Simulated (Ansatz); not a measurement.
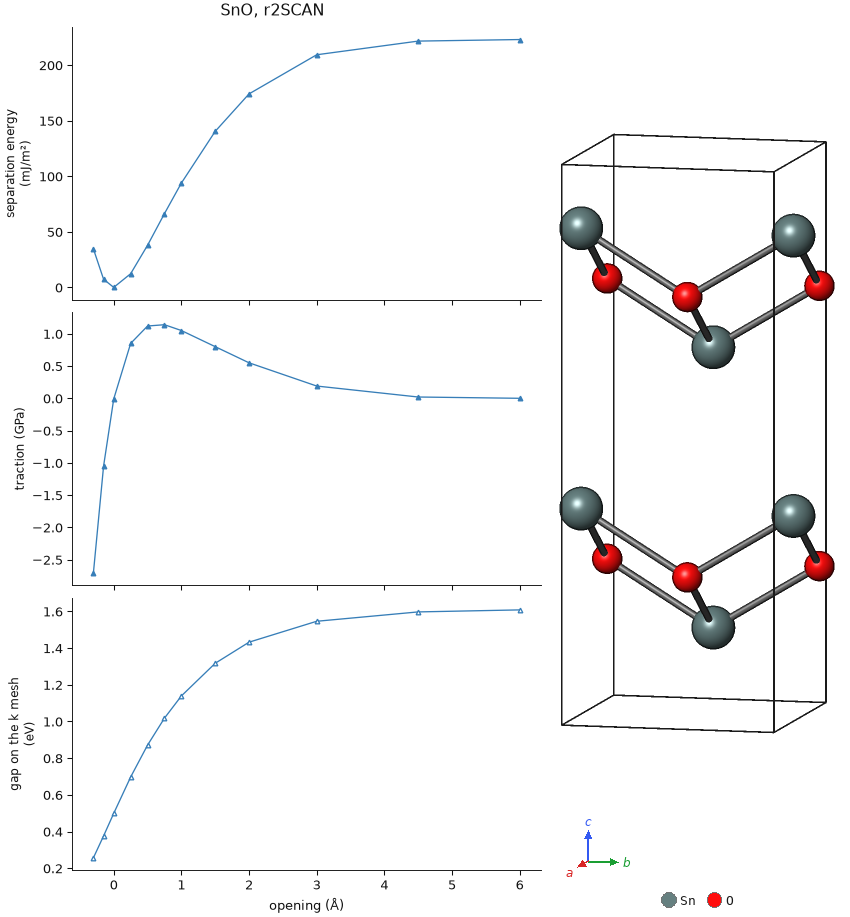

The picture above shows the separation energy, traction and gap on the k mesh against opening for SnO, space group P4/nmm (No. 129). The cell is drawn beside the plot.

Structure:
```
CELL_PARAMETERS angstrom
0.00000 0.00000 -3.80668
-3.80930 0.00000 0.00000
0.00000 9.87292 0.00000
ATOMIC_POSITIONS crystal
Sn 0.62500 0.00000 0.86618
Sn 0.62500 0.00000 0.36618
Sn 0.12500 0.50000 0.13382
Sn 0.12500 0.50000 0.63382
O 0.12500 0.00000 0.24994
O 0.12500 0.00000 0.74994
O 0.62500 0.50000 0.75006
O 0.62500 0.50000 0.25006
```

Method: rigid opening of a crystal across a plane by lengthening cell vector c along the normal, one cut a cell, unrelaxed, by plane-wave density functional theory with PAW datasets, free energies less that of the undisturbed cell; scalar-relativistic (Ansatz 0.2.0). Level: r2SCAN, no spin polarisation.

wave cutoff 500 eV; k mesh 9×9×4; occupations Gaussian; smearing width 0.03 eV; k shift (0, 0, 0) (mesh steps); start relaxed; height of the cut 0 (fraction of cell vector c).

**What work of separation does the curve reach?**

The energy levels off at about 223 mJ/m², the work of separating the two rigid halves, or 112 mJ/m² for each new face on average.

**Is the starting structure at a minimum along this coordinate?**

Yes: the energy rises on both sides of the starting structure, which is therefore a minimum along this path.

Note: odd k mesh can miss points on the zone edge.

The computed values:

```csv
opening (Å),separation energy (mJ/m²),traction (GPa),gap on the k mesh (eV)
-0.30,34.5,-2.70,0.257
-0.15,7.3,-1.05,0.376
0.00,0.0,-0.01,0.499
0.25,12.3,0.85,0.697
0.50,37.9,1.12,0.871
0.75,66.4,1.14,1.018
1.00,93.9,1.05,1.139
1.50,140.4,0.80,1.317
2.00,174.1,0.55,1.432
3.00,209.3,0.19,1.546
4.50,221.6,0.02,1.597
6.00,223.0,0.00,1.608
```
